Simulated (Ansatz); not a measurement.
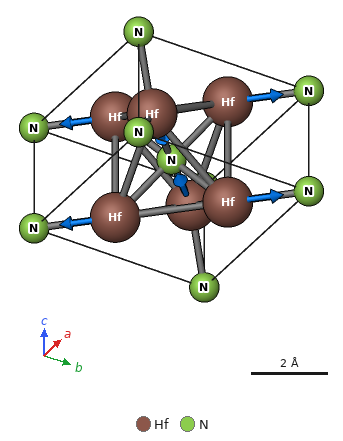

One vibrational mode of a crystal of Hf2N at the zone centre. Displacements are drawn as blue arrows; their common scale and sign are arbitrary. The picture is a ball-and-stick view of the cell of the calculation, seen from a free direction.

Computed with DFT PBEsol, scalar-relativistic, plane waves, PAW in Ansatz.

Input file:
```yaml
crystal:
  lattice:
    - [5.2959703742, 0.0, 0.0]
    - [0.0, 5.2959703742, 0.0]
    - [0.0, 0.0, 3.2282606999]
  atoms:
    - { symbol: Hf, position: [0.2953075331, 0.2953075331, 0.0] }
    - { symbol: Hf, position: [0.7046924669, 0.7046924669, 0.0] }
    - { symbol: Hf, position: [0.7953075331, 0.2046924669, 0.5] }
    - { symbol: Hf, position: [0.2046924669, 0.7953075331, 0.5] }
    - { symbol: "N", position: [0.0, 0.0, 0.0] }
    - { symbol: "N", position: [0.5, 0.5, 0.5] }
basis:
  ecutwfc: 420
kpoints:
  mp_grid: { grid: [8, 8, 12] }
hamiltonian:
  xc: pbesol
scf:
  occupations: { method: fermi_dirac, width: 0.15 }
output:
  eigenvalues: true
phonons:
  method: dfpt
  eigenvectors: true
```

Launched with:
```bash
ansatz run input.yaml --threads 2 --pin off --max-ram 6144MiB --backend cpu --events-out ev --progress --plain --runs-dir out
```

The frequencies depend somewhat on the k-mesh and the smearing.

Give the symmetry, activity and frequency of this mode.

This is the A₁g mode at 4.64 THz, optical level 4 of 10, counted from below, Raman-active by symmetry. The N atoms stay at rest; atoms of one kind move against one another, with no net shift of their sublattice.
